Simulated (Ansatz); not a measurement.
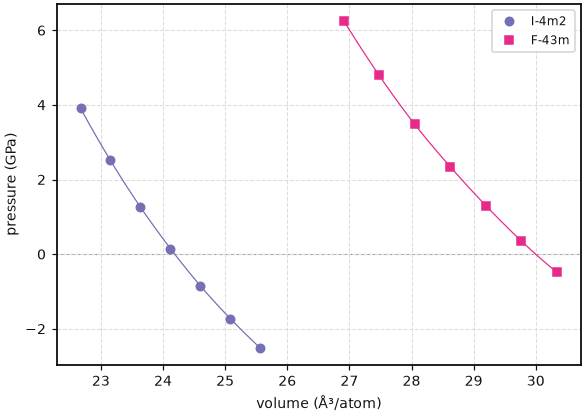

Caption: Pressure against volume, with one curve for each structure, for GaSb.

Settings that differ: I-4m2: k mesh 10×10×10, potentials Ansatz PAW; F-43m: k mesh 8×8×8, potentials Ansatz-PAW-small-core.

The fitted equilibrium volumes, smallest first, are I-4m2 24.189, F-43m 30.006 Å³/atom. The fitted bulk moduli, smallest first, are F-43m 44.3, I-4m2 51.9 GPa. For I-4m2, the pressure falls from 3.91 GPa at volume 22.67 Å³/atom to −2.52 GPa at 25.57 Å³/atom, and changes sign near 24.19 Å³/atom. For F-43m, the pressure falls from 6.26 GPa at volume 26.91 Å³/atom to −0.49 GPa at 30.34 Å³/atom, and changes sign near 30.01 Å³/atom.

Calculation (Ansatz 0.2.0): plane-wave DFT, no spin polarisation; energies at scaled volumes of the given cell, shape and fractions fixed, counted from the fit's minimum, third-order Birch-Murnaghan fit. Level: PBE.

```tsv
setting	value
occupations	Fermi–Dirac
smearing width	0.05 eV
wave cutoff	420 eV
density cutoff	1680 eV
```

Keep in mind: shape and atomic fractions are frozen while scaling, which makes layered, chain and framework solids too stiff.
